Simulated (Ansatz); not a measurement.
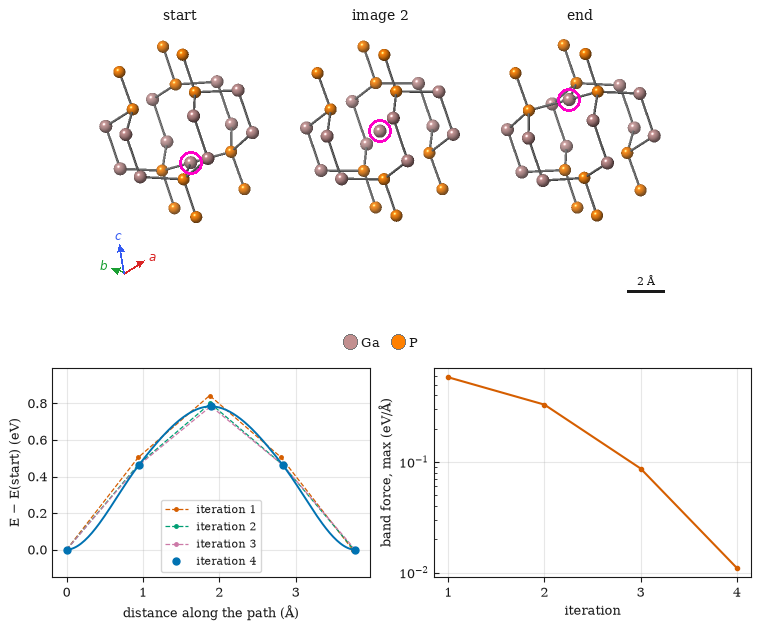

A search for the minimum-energy path of a defect cell of composition Ga7P8 with a Ga vacancy (15 atoms in the cell) by the nudged elastic band. Images are numbered from 0 (start) to 4 (end). The plot follows the band through its iterations. The picture is a ball-and-stick view of the atoms within 4.9 Å of the middle of the path, seen slightly off an axis. The moving atom is ringed, with any periodic copies. Bonds to atoms that aren't drawn are left out.

Level of theory: DFT PBE, scalar-relativistic, plane waves, PAW (Ansatz 0.2.0). Run with plane-wave cutoff 420 eV; k-point mesh 6 × 6 × 4; Gaussian smearing 0.05 eV; 3 movable images; no climbing image; force threshold 0.05 eV/Å; iteration limit 60.

### Judge this run.

The run is converged, with reservations. The band converged in 4 iterations. The largest component of the band force went from 0.58 to 0.011 eV/Å. No image climbed, so the highest image needn't lie on the saddle point, and the true maximum along this path can be higher. The first iteration put the highest image at 0.84 eV. The barrier is about 0.78 eV in both directions, with image 2 at the top; the ends have the same energy.

Limits of the set-up: the periodic images lie only 7.8 Å apart, so the values are limited by the cell's size.
